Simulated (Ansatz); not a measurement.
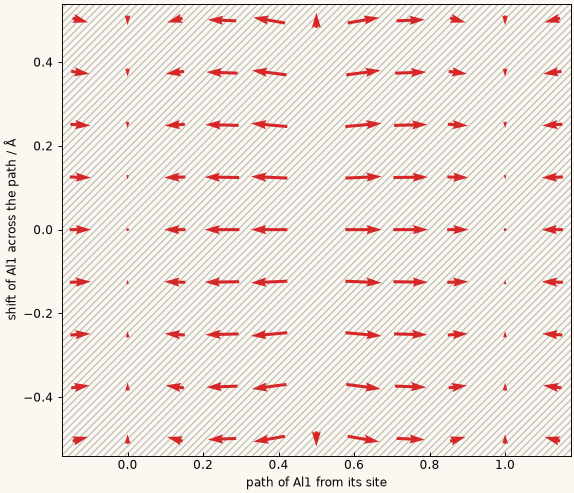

AlP (F-43m phase) with one Al vacancy (15 atoms in the cell, cell charge −3). An atom moved over a plane that holds its own site and a neighbouring vacancy (x, y and z along the cube axes). First axis: path of Al1 from its site (0) to the vacancy (1), 3.842 Å. Second axis: shift of Al1 across the path, along the Cartesian direction [1 0 −1]. Nothing is relaxed (all other atoms held at the sites of the perfect crystal). The grid has 11 × 9 points; 21 points were computed and 71 follow by symmetry. At 7 points there is no value (left out of the scan, as a rule where atoms come close). Points are written as (first, second). The band gap closes in part of the range. The cell is charged on a uniform background, without a charge correction. Computed with DFT LDA, scalar-relativistic, plane waves, PAW (Ansatz). Settings: cutoff 420 eV, k-mesh 4×4×4, gaussian smearing 0.05 eV, no spin polarisation.

Drawn: arrows along the force (downhill), their lengths compressed, hatched blanks where no value was computed.

The arrows alone are given. Where are the wells?

Answer. The arrows converge at (0.000, 0.000 Å) [nearest 4 P at 2.35 Å]; (1.000, 0.000 Å) [nearest 4 P at 2.35 Å] (read from the interpolated surface).

The energy map of the same scan:

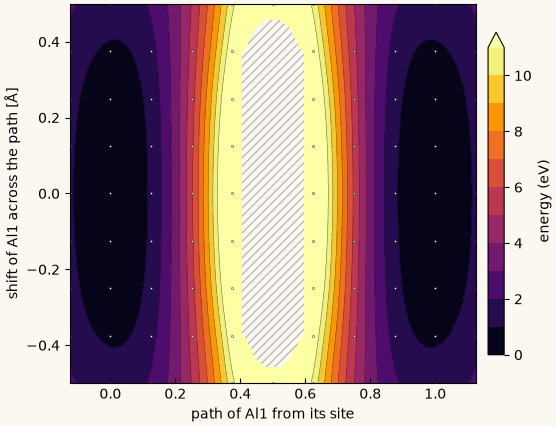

Energies are in eV, from the lowest grid point; between grid points the surface is interpolated.

PAW datasets: the set soft_1.
